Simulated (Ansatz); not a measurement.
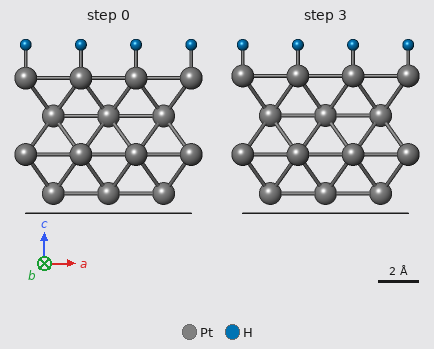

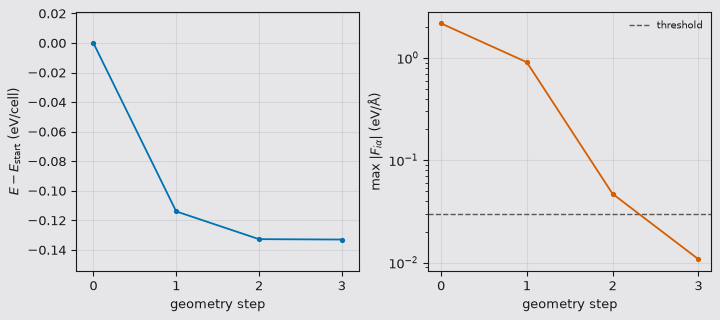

First and last geometry of a constrained relaxation of a slab of composition HPt4 (cut from the Fm-3m phase), with the history of the run. Style: ball-and-stick. Shown: the 3 × 3 repeat of the cell, outlined in the plane, without the vacuum, along the b axis.

Case: H put at a top Pt site. The slab is the (1 0 0) face of Pt with H on it. 2 atoms are held fixed.

All numbers below come from DFT PBEsol, scalar-relativistic, plane waves, PAW in Ansatz 0.2.0. Set-up: plane-wave cutoff 420 eV; k-point mesh 10 × 10 × 1; occupations gaussian; smearing width 0.1 eV; no spin polarisation; dipole correction; atoms relaxed in a fixed cell; force threshold 0.03 eV/Å; at most 70 steps.

What do the curves and the structures tell?

Answer. It converged. A Pt atom moves most: 0.11 Å along the normal (+c). By element the largest moves are Pt 0.11 Å, H 0.01 Å. The cell doesn't change. Some distances before and after: H–Pt 1.680 → 1.559 Å, Pt–Pt 2.728 → 2.791 Å, Pt–Pt 2.753 → 2.770 Å. After 3 geometry steps the energy has fallen by 0.133 eV per cell of the calculation. The largest force component goes from 2.2 to 0.011 eV/Å.

Limits of the set-up: the periodic images lie only 2.8 Å apart, so the values are limited by the cell's size.
